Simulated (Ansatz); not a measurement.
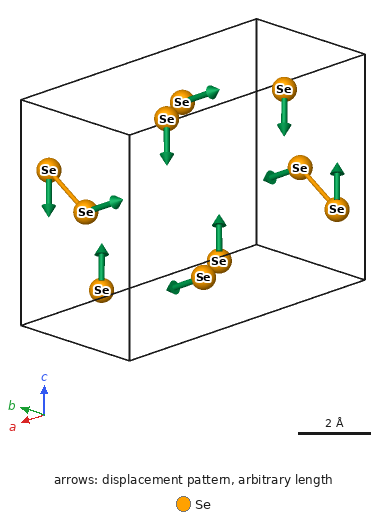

One vibrational mode of a crystal of Se (a generated structure) at the zone centre. Displacements are drawn as green arrows; their common scale and sign are arbitrary. The picture is a ball-and-stick view of the cell of the calculation, seen from a free direction.

These are results of DFT PBE, scalar-relativistic, plane waves, PAW in Ansatz 0.2.0, not measurements.

Input file:
```yaml
crystal:
  lattice:
    - [9.4448363427, 0.0, 0.0]
    - [0.0, 4.2371126844, 0.0]
    - [0.0, 0.0, 6.704382491]
  atoms:
    - { symbol: Se, position: [0.1599203355, 0.25, 0.5158326548] }
    - { symbol: Se, position: [0.3400796645, 0.75, 0.0158326548] }
    - { symbol: Se, position: [0.6599203355, 0.25, 0.9841673452] }
    - { symbol: Se, position: [0.8400796645, 0.75, 0.4841673452] }
    - { symbol: Se, position: [0.9965935925, 0.75, 0.7254016177] }
    - { symbol: Se, position: [0.5034064075, 0.25, 0.2254016177] }
    - { symbol: Se, position: [0.4965935925, 0.75, 0.7745983823] }
    - { symbol: Se, position: [0.0034064075, 0.25, 0.2745983823] }
basis:
  ecutwfc: 420
kpoints:
  mp_grid: { grid: [4, 6, 4] }
hamiltonian:
  xc: pbe
scf:
  occupations: { method: fixed }
output:
  eigenvalues: true
phonons:
  method: dfpt
  dielectric: true
  rigid_motions: translations
  eigenvectors: true
  qmesh: [1, 2, 1]
  temperatures: { t_max: 1000, t_step: 100 }
  qpath:
    path:
      - [[0.0, 0.0, 0.0], [0.5, 0.0, 0.0], [0.5, 0.5, 0.0], [0.0, 0.5, 0.0], [0.0, 0.0, 0.0], [0.0, 0.0, 0.5], [0.5, 0.0, 0.5], [0.5, 0.5, 0.5], [0.0, 0.5, 0.5], [0.0, 0.0, 0.5]]
      - [[0.5, 0.0, 0.0], [0.5, 0.0, 0.5]]
      - [[0.0, 0.5, 0.0], [0.0, 0.5, 0.5]]
      - [[0.5, 0.5, 0.0], [0.5, 0.5, 0.5]]
    npoints: 8
```

Launched with:
```bash
ansatz run input.yaml --threads 4 --pin off --max-ram 8192MiB --backend cpu --events-out ev --progress --plain --runs-dir out
```

Frequencies are those without the non-analytic (LO–TO) term.

Describe the mode and give its frequency.

Answer. This is the B₂g mode at 20.8 meV, optical level 17 of 21, counted from below (1 lower level is imaginary, so the structure is unstable), Raman-active by symmetry. Atoms of one kind move against one another, with no net shift of their sublattice; the Se–Se bond lengths don't change to first order, so for these it is a bending, tilting or sliding motion.
